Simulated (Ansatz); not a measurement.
# Energy of CuO along an even scaling of the cell

System: CuO (Fm-3m, 2 atoms in the cell).
Method: DFT PBE, scalar-relativistic, plane waves, PAW, no spin polarisation (Ansatz 0.2.0).

The 6 runs differ only in the geometry, by an even scaling of the cell at fixed fractional positions. The structure was made by a generator, so it may or may not be a known phase.

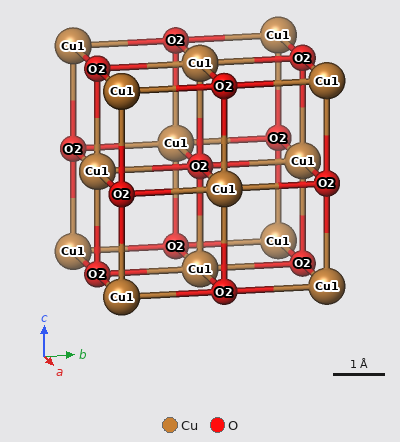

Figure 1. The structure of run 4 (ball-and-stick view of the cell 4 times as large as that of the calculation, set on its symmetry axes, seen slightly off an axis; atoms are numbered from 1 in the order of the input).

**Input of run 4**
```yaml
crystal:
  lattice:
    - [0.0, 2.1006011015, 2.1006011015]
    - [2.1006011015, 0.0, 2.1006011015]
    - [2.1006011015, 2.1006011015, 0.0]
  atoms:
    - { symbol: Cu, position: [0.0, 0.0, 0.0] }
    - { symbol: O, position: [0.5, 0.5, 0.5] }
basis:
  ecutwfc: 420
kpoints:
  mp_grid: { grid: [22, 22, 22] }
hamiltonian:
  xc: pbe
scf:
  occupations: { method: gaussian, width: 0.1 }
output:
  forces: true
  stress: true
  eigenvalues: true
```

Command:
```bash
ansatz run input.yaml --threads 1 --pin off --max-ram 2560MiB --backend cpu --events-out ev --progress --plain --runs-dir out
```

Lattice vectors (Å) and fractional positions of run 4:
```
   0.000000    2.100601    2.100601
   2.100601    0.000000    2.100601
   2.100601    2.100601    0.000000
Cu  0.000000  0.000000  0.000000
O   0.500000  0.500000  0.500000
```

Run 5 differs from it as follows:
```diff
-    - [0.0, 2.1006011015, 2.1006011015]
-    - [2.1006011015, 0.0, 2.1006011015]
-    - [2.1006011015, 2.1006011015, 0.0]
+    - [0.0, 2.1430489238, 2.1430489238]
+    - [2.1430489238, 0.0, 2.1430489238]
+    - [2.1430489238, 2.1430489238, 0.0]
```

**Results, with one run withheld**

| run | volume per atom (Å³) | free energy per atom, from the lowest run given (meV) | pressure (GPa) |
| --- | --- | --- | --- |
| 1 | 8.409 | 91.69 | 30.49 |
| 2 | 8.696 | 46.05 | 20.80 |
| 3 | 8.982 | 16.33 | 12.66 |
| 4 | 9.269 | 0.00 | 5.79 |
| 5 | 9.842 | ? | ? |
| 6 | 10.511 | 38.90 | −13.46 |

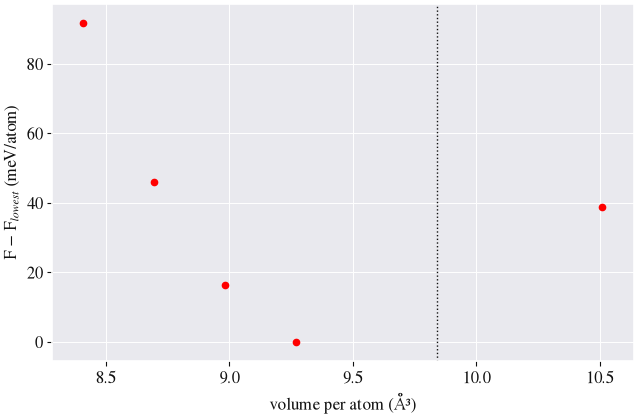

Figure 2. Free energy per atom of the runs given; the dotted line marks run 5.

Estimate the energy of run 5 from the others.

A cubic polynomial in V^(−2/3) (the Birch–Murnaghan form), fitted to the 5 runs given, misses them by at most 0.03 meV per atom. With x = V^(−2/3) − 0.22895 Å⁻², it reads F = 6.4804 + 3369.6 x + 2.4785e+05 x² + 3.4356e+05 x³ (meV per atom). At run 5 it gives −0.64 meV per atom, and the run itself gives −0.58. The slope of the fit gives a pressure −dF/dV of −4.86 GPa there, and the run prints −4.87 GPa. The fit has its minimum at 9.557 Å³ per atom, where V d²F/dV² gives 177 GPa: the bulk modulus at this level, since symmetry fixes the shape and the positions.

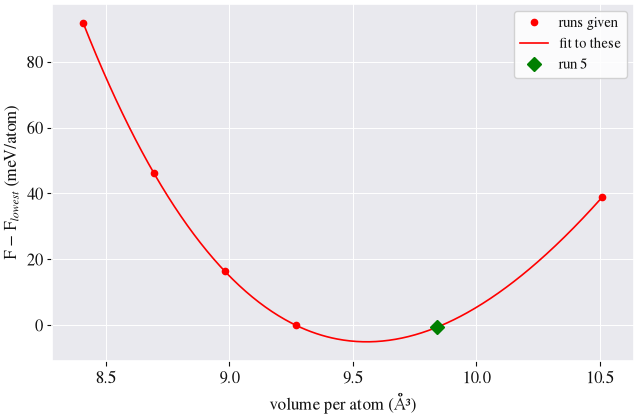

Figure 3. The fit and the withheld run.

**Output, shortened to warnings, some set-up lines, iterations and results (run 5)**
```
Basis set: ecut = 420 eV, 387 PW (Γ), exchange–correlation on 48×48×48 points (8 copies of the dense FFT grid, shifted against one another)
Symmetry: 48 space group operations
k-points: 328 of 10648
Initial density: superposition of atomic densities (neutral atoms: chi_scale 0, normalization atom), corrected by the library's trained network
[...]
SCF iter   1: F=—  HF=-7190.919929 eV  |F-HF|=—  |Δ(HF+E_count)|=         —  Δρ=1.24e-3  dr2=1.67e-4  ethr=1.77e-3  ⟨swp⟩=4.7  Hψ=23368  notcnv=0
SCF iter   2: F=—  HF=-7190.920302 eV  |F-HF|=—  |Δ(HF+E_count)|=   3.74e-4  Δρ=7.89e-4  dr2=8.71e-5  ethr=6.69e-7  ⟨swp⟩=2.9  Hψ=13420  notcnv=0
SCF iter   3: F=—  HF=-7190.920365 eV  |F-HF|=—  |Δ(HF+E_count)|=   6.28e-5  Δρ=2.51e-4  dr2=6.60e-6  ethr=3.48e-7  ⟨swp⟩=2.3  Hψ=7909  notcnv=0
SCF iter   4: F=—  HF=-7190.920362 eV  |F-HF|=—  |Δ(HF+E_count)|=   2.63e-6  Δρ=5.64e-5  dr2=5.11e-7  ethr=2.64e-8  ⟨swp⟩=2.3  Hψ=8751  notcnv=0
SCF iter   5: F=-7190.920363 eV  HF=-7190.920363 eV  |F-HF|=1.14e-8  |Δ(HF+E_count)|=   2.13e-7  Δρ=1.04e-5  dr2=6.79e-9  ethr=2.04e-9  ⟨swp⟩=2.7  Hψ=8207  notcnv=0
SCF iter   6: F=-7190.920363 eV  HF=-7190.920363 eV  |F-HF|=2.27e-11  |Δ(HF+E_count)|=   1.42e-8  Δρ=1.86e-6  dr2=2.84e-10  ethr=2.72e-11  ⟨swp⟩=1.7  Hψ=15916  notcnv=0
SCF 1 converged in 6 iterations: F = -7190.920363 eV  dr2 = 2.84e-10
SCF converged after 6 iterations
Free energy (F): -7190.920363 eV
Harris-Foulkes:  -7190.920363 eV  (|F-HF|=2.27e-11)
Internal energy: -7190.913362 eV  (E = F + TS)
E sigma→0 (E₀):  -7190.916862 eV
Entropy (-TS):   -0.007000 eV (-3.500 meV/atom)
Fermi energy:    12.419735 eV
--- Per-component energies (eV) ---
  E_band       = -409.079600
  E_kinetic    = 469.542387
  E_local      = -4665.988545  (includes V_loc(G=0)·N_el)
  E_nonlocal   = 443.649309
  E_hartree    = 2021.175295
  E_xc         = -160.992321
  E_vxc        = -206.628099  (∫ρ·V_xc dr)
  E_paw        = -1823.367566  (= ΣΔE_a)
  E_vpaw       = -492.007493  (= ΣTr[D̂ρ^β])
  E_aug_tail   = 0.002411  (compensation charges beyond the density's cutoff)
  E_ewald      = -3474.934333
  E_smearing   = -0.007000  (= −TS)
  E_closure    = 0.000000  (closes the sum)
  Σ components = -7190.920363   (vs F -7190.920363, Δ=0.00e0)
--- Forces (eV/Å), atoms counted from 1 ---
  atom   1  Cu    -0.00000000     0.00000000     0.00000000
  atom   2  O      0.00000000    -0.00000000     0.00000000
  max |Σ_I F_I| component: 1.73e-29 eV/Å
--- Stress (GPa, compression-positive) ---
       -4.869257       0.000000      -0.000000
        0.000000      -4.869257       0.000000
        0.000000       0.000000      -4.869257
  P = ⅓ Tr σ = -4.8693 GPa (-48.693 kbar)
```

Notes: The run has no spin polarisation, so a magnetic state may lie lower.
